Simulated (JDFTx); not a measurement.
**Te: density, localisation and related maps**

The calculation's input:

```
lattice \
    8.3603495968    -4.1801747984     0.0000000000 \
    0.0000000000     7.2402751355     0.0000000000 \
    0.0000000000     0.0000000000    11.1196028316
coords-type Lattice
ion Te     0.7310000000     0.7310000000     0.0000000000 1
ion Te     0.0000000000     0.2690000000     0.6666666667 1
ion Te     0.2690000000     0.0000000000     0.3333333333 1

ion-species pseudo/Te.upf
elec-cutoff 40 320
elec-ex-corr gga-PBEsol
kpoint-folding 7 7 5
elec-smearing Fermi 0.0018374661
elec-n-bands 32
electronic-SCF nIterations 100 energyDiffThreshold 1e-09
electronic-minimize nIterations 30 energyDiffThreshold 1e-7
forces-output-coords Cartesian

dump-name run.$VAR
dump End Ecomponents EigStats BandEigs Kpoints Forces Stress ElecDensity Dtot KEdensity
```

Launched as:

```sh
jdftx -c 1 -i Te.in -o Te.out
```

Below, planes, directions and counts refer to the conventional cell (a = 4.42 Å, b = 4.42 Å, c = 5.88 Å, α = 90.00°, β = 90.00°, γ = 120.00°).

Space group P3₁21.

All numbers below come from Kohn-Sham DFT of a periodic cell, PBEsol, PseudoDojo-SR-PBEsol-0.4.1-standard in JDFTx.

The density is the valence pseudo-density of a pseudopotential calculation; it isn't the true density close to the nuclei.

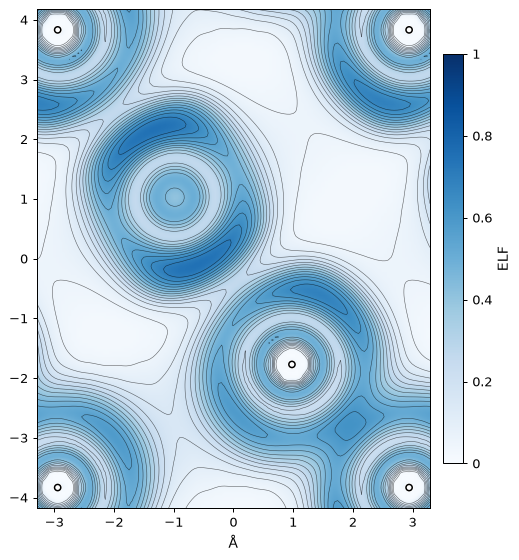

Figure 1. ELF on the (110) plane of the conventional cell. Circles mark the nuclei in the plane (Te).

> Interpret the plot.

The plane passes through Te nuclei. Atoms just off the plane (Te, 0.4 Å away) can leave unmarked features too. Te–Te (2.85 Å): the ELF peaks at about 0.60 between the atoms.

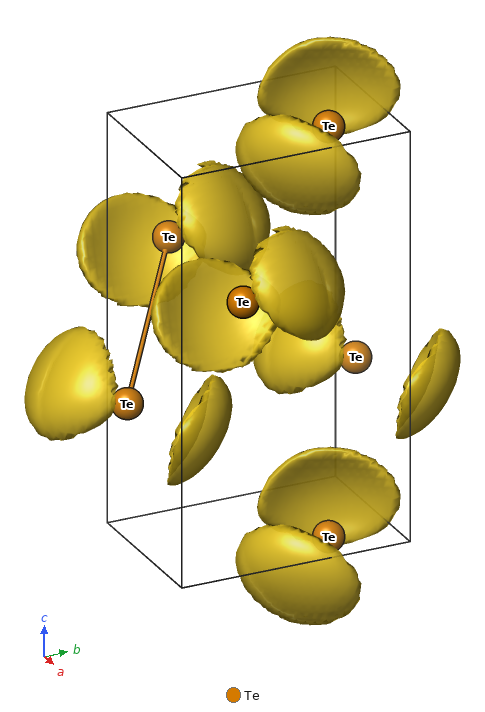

Figure 2. Isosurface of the ELF at 0.65 (yellow), seen slightly off an axis. Core shells and regions of very low density are left out. Sticks mark near contacts.

> Where are the electrons localised?

The ELF exceeds this value in six regions wrapped around Te (the valence shell of each), counted in one cell of 3 atoms. Regions shared between cells count once.

> Metal or insulator at this level of theory?

It is gapped, with a Kohn–Sham gap of 0.58 eV on the k-point mesh (the band edges may lie off the mesh, which would make the gap smaller).
